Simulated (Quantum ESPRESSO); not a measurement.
# Relaxation of cell and atoms, with input and output: C

- system: C (P6₃/mmc, 4 atoms in the cell)
- method: Kohn-Sham DFT of a periodic cell, PBE with D4, PseudoDojo 0.4.1 SR PBE standard, no spin polarisation (Quantum ESPRESSO 7.5)

The structure derives from an entry of the Crystallography Open Database.

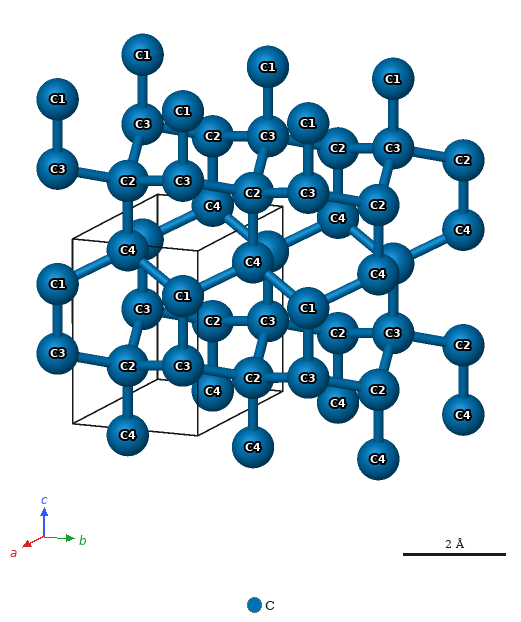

*The structure as given in the input (ball-and-stick view of the cell of the calculation, repeated 2 × 3 × 2, seen at an oblique angle; atoms are numbered from 1 in the order of the input).*

Near neighbours in the crystal (not all of them lie inside the picture): C has 4 C at 1.54 Å.

### Summary

| quantity | value |
| --- | --- |
| outcome | converged |
| space group (tolerance 0.01 Å) | P6₃/mmc (194) |
| electrons treated | 16 |
| free energy | −655.8889 eV |
| dispersion energy | −0.8567 eV |
| Fermi energy | 15.445 eV |
| gap on the k-point mesh | 3.36 eV |
| pressure | −0.27 GPa |
| final volume | 22.58 Å³ |
| largest force (length of the vector) at the end | 0.003 eV/Å |
| final cell | a = 2.503 Å, b = 2.503 Å, c = 4.163 Å, α = 90.00°, β = 90.00°, γ = 120.00° |
| hardware | 1 thread of AMD EPYC (Zen 3), 24 GiB of memory available, shared host |
| wall time | 2.1 min |
| peak memory | 0.09 GiB |

### Input
```python
import numpy as np
from ase.calculators.espresso import Espresso, EspressoProfile
from ase.io import read

atoms = read('C.xyz')

input_data = {
    'control': {'calculation': 'scf', 'prefix': 'pwscf', 'outdir': './tmp', 'tprnfor': True, 'tstress': True, 'disk_io': 'low'},
    'system': {'ecutwfc': 82.0, 'nbnd': 14, 'occupations': 'smearing', 'smearing': 'fd', 'degauss': 0.00367493},
    'electrons': {'conv_thr': 8e-10, 'electron_maxstep': 120, 'mixing_beta': 0.5},
}
pseudopotentials = {'C': 'C.upf'}
profile = EspressoProfile(command='pw.x', pseudo_dir='pseudo')
dft = Espresso(profile=profile, input_data=input_data, pseudopotentials=pseudopotentials, kpts=(12, 12, 7), koffset=(0, 0, 0))
from ase.calculators.mixing import SumCalculator
from dftd4.ase import DFTD4
d4 = DFTD4(method='pbe')
atoms.calc = SumCalculator([dft, d4])

from ase.optimize import FIRE
from ase.filters import FrechetCellFilter
done = FIRE(FrechetCellFilter(atoms), trajectory='opt.traj').run(fmax=0.02, steps=30)
print('converged', done)
print('cell (A)', np.round(atoms.cell.cellpar(), 5))
print(f'energy {atoms.get_potential_energy():.8f} eV')
print('forces (eV/A)')
print(np.round(atoms.get_forces(), 6))
print('stress (eV/A^3, Voigt)')
print(np.round(atoms.get_stress(), 8))
print(f'Fermi level {dft.get_fermi_level():.4f} eV')
print(f'D4 part {d4.get_potential_energy(atoms):.8f} eV')
atoms.write('final.traj')
```

### File C.xyz
```
4
Lattice="2.5221000000 0.0000000000 0.0000000000 -1.2610500000 2.1842026709 0.0000000000 0.0000000000 0.0000000000 4.1186000000" Properties=species:S:1:pos:R:3 pbc="T T T"
C      1.2610500001      0.7280675569      3.8611875000
C     -0.0000000001      1.4561351140      1.8018875000
C      1.2610500001      0.7280675569      2.3167125000
C     -0.0000000001      1.4561351140      0.2574125000
```

Command:
```bash
OMP_NUM_THREADS=1 python run.py
```

### The program's output
```
Step          Energy          fmax
FIRE:    0     -655.865853        0.513258
FIRE:    1     -655.870904        0.452224
FIRE:    2     -655.878671        0.337338
FIRE:    3     -655.885702        0.183248
FIRE:    4     -655.888875        0.019530
converged True
cell (A) [  2.50268   2.50268   4.16267  90.       90.      120.     ]
energy -655.88887487 eV
forces (eV/A)
[[ 0.       -0.        0.002771]
 [-0.        0.        0.002771]
 [ 0.       -0.       -0.002771]
 [-0.        0.       -0.002771]]
stress (eV/A^3, Voigt)
[ 0.00345974  0.00345974 -0.00184457  0.         -0.          0.        ]
Fermi level 15.4450 eV
D4 part -0.85665688 eV
```

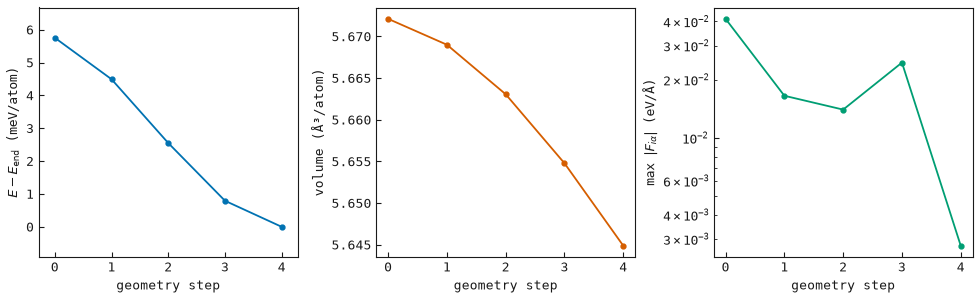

*Progress of the relaxation, step by step (steps are counted from 0).*

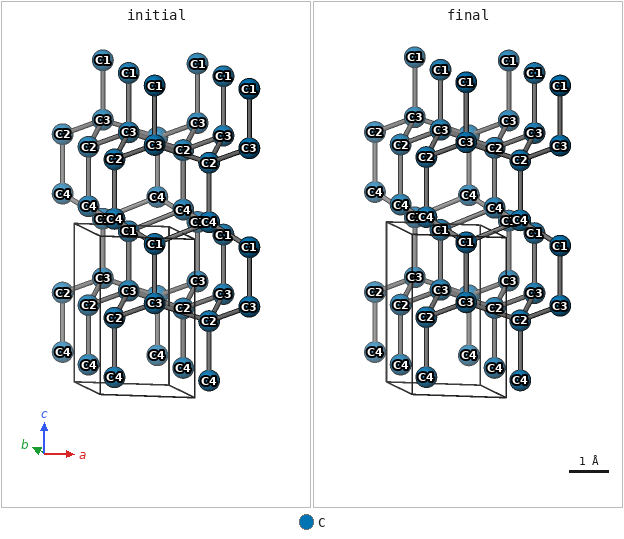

*Before (left) and after (right) the relaxation, at one scale (ball-and-stick view of the cell of the calculation, repeated 2 × 3 × 2, seen slightly off an axis).*

No atom moves by more than 0.005 Å relative to the cell. The volume changes by −0.5 %, with a = b 2.522 → 2.503 Å (−0.8 %), c 4.119 → 4.163 Å (+1.1 %). Among the contacts that change: C1–C3 1.544 → 1.559 Å, C1–C4 1.544 → 1.537 Å. The space group stays P6_3/mmc (No. 194). The energy falls by 5.8 meV per atom in 4 geometry steps. Largest force component: 0.041 eV/Å at the start, 0.0028 eV/Å at the end. (Atoms are counted from 1 in the order of the input.)
